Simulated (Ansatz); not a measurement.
AlGa2N3

The calculation's input:

```
crystal:
  lattice:
    - [3.1502837863, 0.0, 0.0]
    - [-1.5751418931, 2.7282257881, 0.0]
    - [0.0, 0.0, 7.7165878214]
  atoms:
    - { symbol: Al, position: [0.0, 0.0, 0.0] }
    - { symbol: "N", position: [0.0, 0.0, 0.25] }
    - { symbol: Ga, position: [0.3333333333, 0.6666666667, 0.3333333333] }
    - { symbol: "N", position: [0.3333333333, 0.6666666667, 0.5833333333] }
    - { symbol: Ga, position: [0.6666666667, 0.3333333333, 0.6666666667] }
    - { symbol: "N", position: [0.6666666667, 0.3333333333, 0.9166666667] }
basis:
  ecutwfc: 500
kpoints:
  mp_grid: { grid: [12, 12, 4] }
hamiltonian:
  xc: r2scan
scf:
  occupations: { method: gaussian, width: 0.02 }
output:
  forces: true
  stress: true
  eigenvalues: true
  populations: true
  write_density: true
  write_potential: true
  elf: true
  volumetric_format: npy
relax:
  adjacent_minimum: "off"
  f_tol: 0.01
  max_steps: 45
  cell: { stress_tol: 0.05 }
```

Command:

```sh
ansatz run input.yaml --threads 2 --pin off --max-ram 5120MiB --backend cpu --events-out ev --progress --plain --runs-dir out
```

Below, planes, directions and counts refer to the conventional cell (a = 3.15 Å, b = 3.15 Å, c = 7.72 Å, α = 90.00°, β = 90.00°, γ = 120.00°).

The fields are those of the relaxed geometry.

Space group P3m1; a structure from a database of computed crystals, not necessarily the ambient phase.

Theory: Ansatz, DFT r2SCAN, scalar-relativistic, plane waves, PAW.

The density is the valence pseudo-density of a PAW calculation; it isn't the true density close to the nuclei.

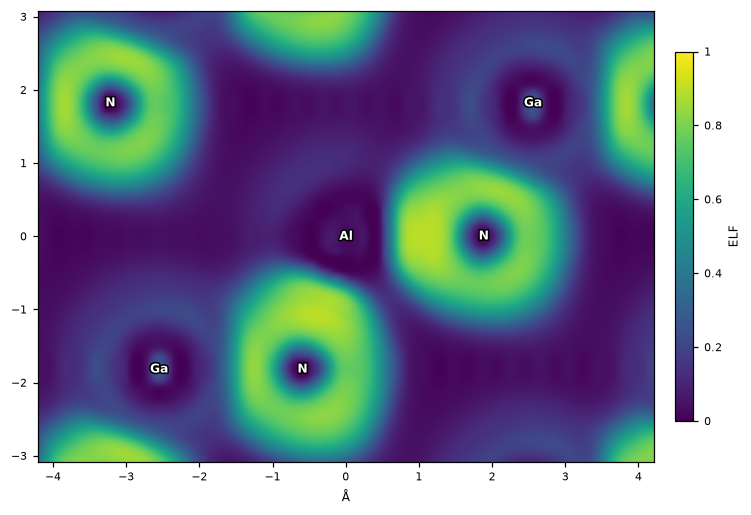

Figure 1. Electron localisation function on the (110) plane of the conventional cell.

Question: What does the map show?

Answer:
- The section cuts through Al, N and Ga sites.
- Al–N (1.88 Å): the ELF peaks at about 0.90 between the atoms; a shared but strongly polarised pair.
- Ga–N (1.94 Å): the ELF peaks at about 0.85 in the valence shell of N, 0.7 Å from its nucleus, and is about 0.50 at the midpoint.

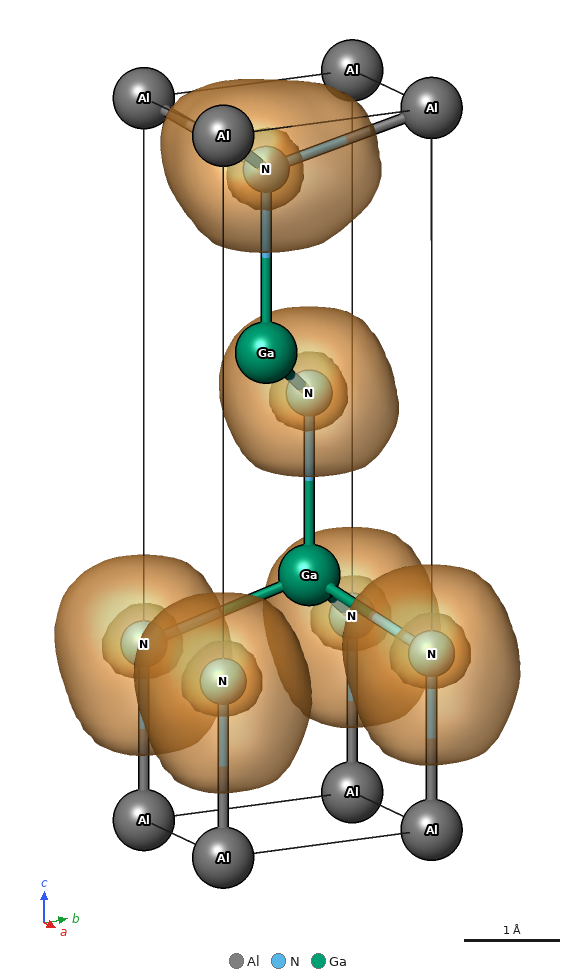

Figure 2. Isosurface of the electron localisation function at 0.65 (orange), seen slightly off an axis. Core shells and regions of very low density are left out. Sticks mark near contacts.

Question: Identify the bonds, lone pairs and shells in this picture.

Answer: At this value the surface marks out two regions on N in which the atom's valence shell and bonds are merged and one region wrapped around N (its valence shell), counted in one cell of 6 atoms. Any copies at cell faces, edges or corners count once.

Question: Does the calculation give a band gap?

Answer: It is gapped, with a Kohn–Sham gap of 2.8 eV on the k-point mesh, an upper bound to the gap of this method.
